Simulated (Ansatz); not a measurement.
System: IrO₂, space group P4_2/mnm (No. 136), 6 atoms in the cell.

```xyz
6
Lattice="4.5288 0.0000 0.0000 0.0000 4.5288 0.0000 0.0000 0.0000 3.1798" Properties=species:S:1:pos:R:3 pbc="T T T"
Ir    0.0000    0.0000    0.0000
Ir    2.2644    2.2644    1.5899
O     1.3968    1.3968    0.0000
O     0.8677    3.6612    1.5899
O     3.1321    3.1321    0.0000
O     3.6612    0.8677    1.5899
```

Ansatz 0.2.0; DFT PBE, scalar-relativistic, plane waves, PAW, no spin polarisation, 8×8×12 k mesh, 420 eV cutoff.

What does the calculation give for the electronic structure? The path is Γ–X–M–Γ–Z–R–A–Z|X–R|M–A.

A metal: 2 bands cross the Fermi level along this path. Bands cross the Fermi level on Γ–X, X–M, M–Γ, Γ–Z, R–A, A–Z, X–R and M–A, and not on Z–R. At Z the nearest levels lie 0.69 eV below and 0.24 eV above the Fermi level.

Spin-orbit coupling is left out, which matters for Ir.

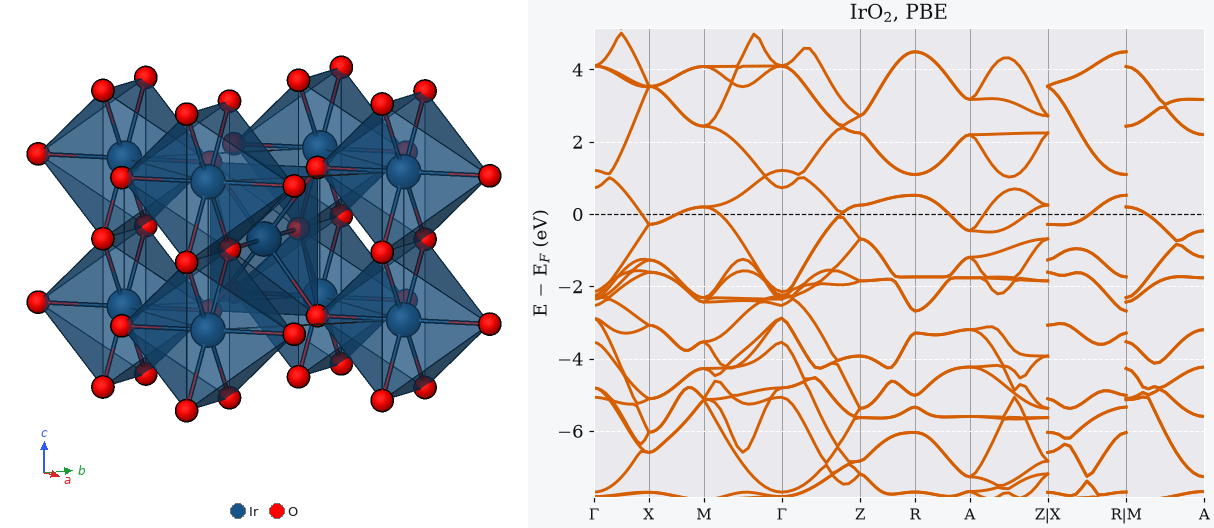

Band structure, beside the structure. Energies are counted from the Fermi level.
